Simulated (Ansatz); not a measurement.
```xyz
5
Lattice="3.9748 0.0000 0.0000 0.0000 3.9748 0.0000 0.0000 0.0000 3.9929" Properties=species:S:1:pos:R:3 pbc="T T T"
Ba    0.0000    0.0000    0.0000
Ti    1.9874    1.9874    1.9964
O     1.9874    1.9874    0.0000
O     1.9874    0.0000    1.9964
O     0.0000    1.9874    1.9964
```

Space group P4/mmm; computed pressure about −5 GPa in this cell; computed without spin polarisation.

Computed with Ansatz 0.2.0, DFT, PAW plane waves, composed functional.

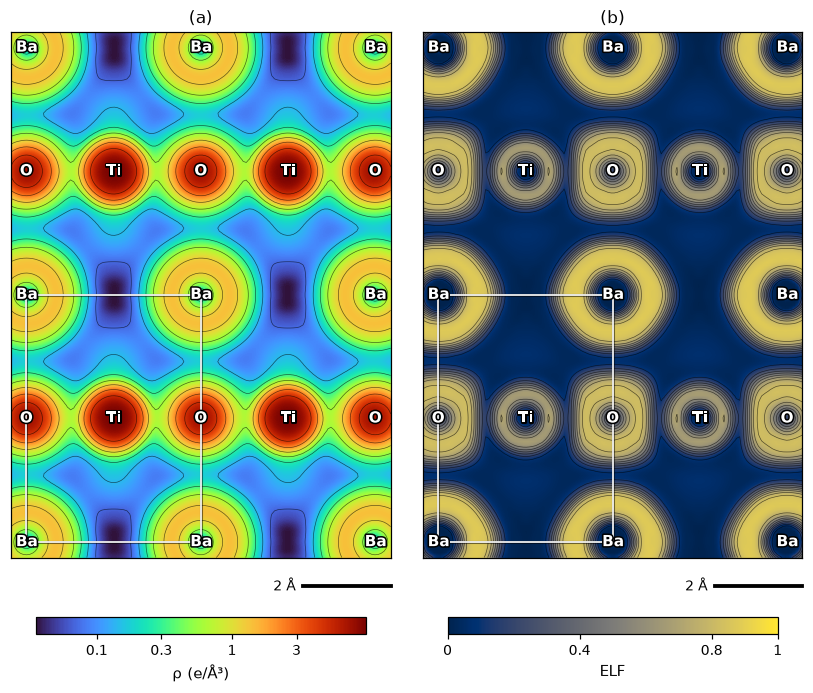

BaTiO3. (a) valence pseudo-density; (b) ELF on the (101) plane of the standardised cell.

In a PAW calculation such maps are meaningful between the atoms, not at the nuclei.

Question: Describe what can be read from this map.

Answer:
- The section cuts through Ba, Ti and O sites.
- Ti–O (1.99 Å): the density is about 0.66 e/Å³ at the midpoint; the ELF peaks at about 0.85 in the valence shell of O, 0.6 Å from its nucleus, and is about 0.20 at the midpoint (no shared electron pair shows on this line).
- Ba–O (2.82 Å): the density is about 0.2 e/Å³ at the midpoint; the ELF is about 0.10 at the midpoint: a closed-shell, largely ionic contact.
- Between the atoms the lowest density in this plane is 0.04 e/Å³.
- The features right at Ba and Ti lie inside the PAW spheres, where the map follows smoothed inner orbitals and isn't to be read closely.

Question: Does the calculation make it a metal, or give it a gap?

Answer: It is gapped, with a Kohn–Sham gap of 4.4 eV on the k-point mesh, an upper bound to the gap of this method.
